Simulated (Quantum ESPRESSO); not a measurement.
# Energy of ZrC along an even scaling of the cell

System: ZrC (Fm-3m, 2 atoms in the cell).
Method: Kohn-Sham DFT of a periodic cell, PBEsol, spin-orbit coupling, PseudoDojo 0.4 FR PBEsol standard, no spin polarisation (Quantum ESPRESSO 7.5).

The 7 runs differ only in the geometry, by an even scaling of the cell at fixed fractional positions. The structure derives from an entry of the Crystallography Open Database.

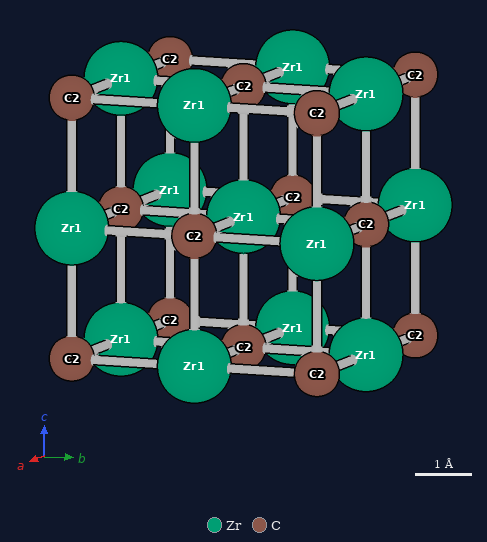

Figure 1. The structure of run 4 (ball-and-stick view of the cell 4 times as large as that of the calculation, set on its symmetry axes, seen slightly off an axis; atoms are numbered from 1 in the order of the input). An atom can appear more than once, as a periodic image.

## Input of run 4
```
&CONTROL
  calculation = 'scf'
  prefix = 'pwscf'
  outdir = './tmp'
  pseudo_dir = './pseudo'
  tprnfor = .true.
  tstress = .true.
  disk_io = 'nowf'
/
&SYSTEM
  ibrav = 0
  nat = 2
  ntyp = 2
  ecutwfc = 82
  nbnd = 28
  occupations = 'smearing'
  smearing = 'fd'
  degauss = 0.00367493
  noncolin = .true.
  lspinorb = .true.
/
&ELECTRONS
  conv_thr = 4d-10
  electron_maxstep = 120
  mixing_beta = 0.5
/
ATOMIC_SPECIES
Zr    91.2240 Zr.upf
C     12.0110 C.upf
CELL_PARAMETERS angstrom
   0.0000000000    2.3650000000    2.3650000000
   2.3650000000    0.0000000000    2.3650000000
   2.3650000000    2.3650000000    0.0000000000
ATOMIC_POSITIONS crystal
Zr     0.5000000000    0.5000000000    0.5000000000
C      0.0000000000    0.0000000000    0.0000000000
K_POINTS automatic
10 10 10 0 0 0
```

Command:
```bash
OMP_NUM_THREADS=1 pw.x -in pw.in > pw.out
```

Run 5 differs from it as follows:
```diff
-   0.0000000000    2.3650000000    2.3650000000
-   2.3650000000    0.0000000000    2.3650000000
-   2.3650000000    2.3650000000    0.0000000000
+   0.0000000000    2.3806627081    2.3806627081
+   2.3806627081    0.0000000000    2.3806627081
+   2.3806627081    2.3806627081    0.0000000000
```

## Results, with one run withheld

| run | volume per atom (Å³) | free energy per atom, from the lowest run given (meV) | pressure (GPa) |
| --- | --- | --- | --- |
| 1 | 12.434 | 5.66 | 6.03 |
| 2 | 12.699 | 0.00 | 0.79 |
| 3 | 12.963 | 2.55 | −3.93 |
| 4 | 13.228 | 12.52 | −8.18 |
| 5 | 13.493 | ? | ? |
| 6 | 13.757 | 51.78 | −15.46 |
| 7 | 14.022 | 79.82 | −18.57 |

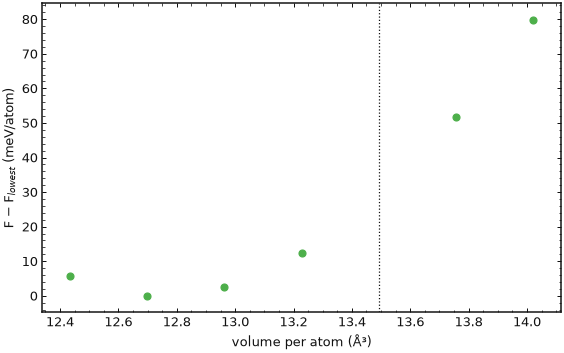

Figure 2. Free energy per atom of the runs given; the dotted line marks run 5.

Estimate the energy of run 5 from the others.

A cubic polynomial in V^(−2/3) (the Birch–Murnaghan form), fitted to the 6 runs given, misses them by at most 0.01 meV per atom. With x = V^(−2/3) − 0.17936 Å⁻², it reads F = 9.5145 − 4913.1 x + 6.2495e+05 x² + 2.1219e+05 x³ (meV per atom). At run 5 it gives 29.19 meV per atom, and the run itself gives 29.14. The slope of the fit gives a pressure −dF/dV of −11.95 GPa there, and the run prints −12.02 GPa. The two needn't agree exactly: the fit is approximate, and the printed stress is taken on a finite basis. The fit has its minimum at 12.744 Å³ per atom, where V d²F/dV² gives 236 GPa: the bulk modulus at this level, since symmetry fixes the shape and the positions.

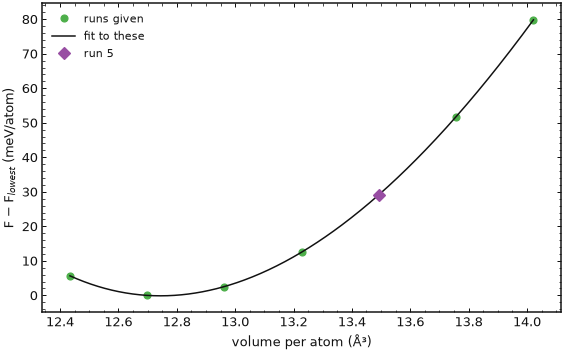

Figure 3. The fit and the withheld run.

## Some lines of the output (run 5)
```
[...]
     total energy              =    -113.26873528 Ry
     total energy              =    -113.33374212 Ry
     total energy              =    -113.33477218 Ry
     total energy              =    -113.33483886 Ry
     total energy              =    -113.33482723 Ry
     total energy              =    -113.33483056 Ry
     total energy              =    -113.33483004 Ry
     total energy              =    -113.33483027 Ry
     total energy              =    -113.33483028 Ry
     the Fermi energy is    14.2324 ev
!    total energy              =    -113.33483028 Ry
     The total energy is F=E-TS. E is the sum of the following terms:
     Computing stress (Cartesian axis) and pressure
          total   stress  (Ry/bohr**3)                   (kbar)     P=     -120.15
```
